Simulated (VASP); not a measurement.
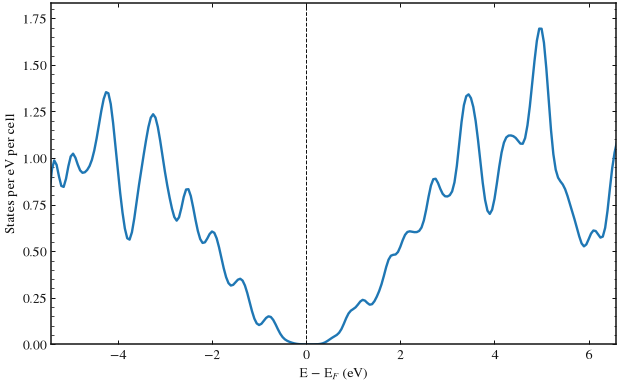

Density of states. Energies are counted from the Fermi level. The curve is built from the levels of the k mesh with Gaussians 0.3 eV wide, which also blur the band edges.

This input was run:

INCAR:
```
ENCUT = 520.000000
SIGMA = 0.020000
EDIFF = 1.00e-07
GGA = PE
PREC = Accurate
IBRION = -1
ISIF = 2
ISMEAR = -1
NBANDS = 11
NELM = 120
NSW = 0
LASPH = .TRUE.
LCHARG = .FALSE.
LWAVE = .FALSE.
LREAL = .FALSE.
```

KPOINTS:
```
KPOINTS created by Atomic Simulation Environment
0
Gamma
10 10 10
0 0 0
```

POSCAR:
```
B  P
 1.0000000000000000
     0.0000000000000000    2.2181858960000000    2.2683156724000000
     2.2181858960000000    0.0000000000000000    2.2683156724000000
     2.2181858960000000    2.2181858960000000    0.0000000000000000
 B   P
   1   1
Cartesian
  0.0000000000000000  0.0000000000000000  0.0000000000000000
  1.1090929480000000  1.1090929480000000  1.1341578362000000
```

Run as:
```bash
mpirun -np 1 vasp_std
```

System: BP, space group I-4m2 (No. 119), 2 atoms in the cell, zincblende type, biaxial (xy) strain −2.2%.

Computed with VASP: DFT, PBE, plane waves, PAW, 10×10×10 k mesh, 520 eV cutoff.

### Is there a gap at the Fermi level, and how wide?

There is a gap; over the k points computed it is 1.00 eV (indirect; the smallest direct gap is 3.36 eV).

The cell is at 9 GPa in this functional.
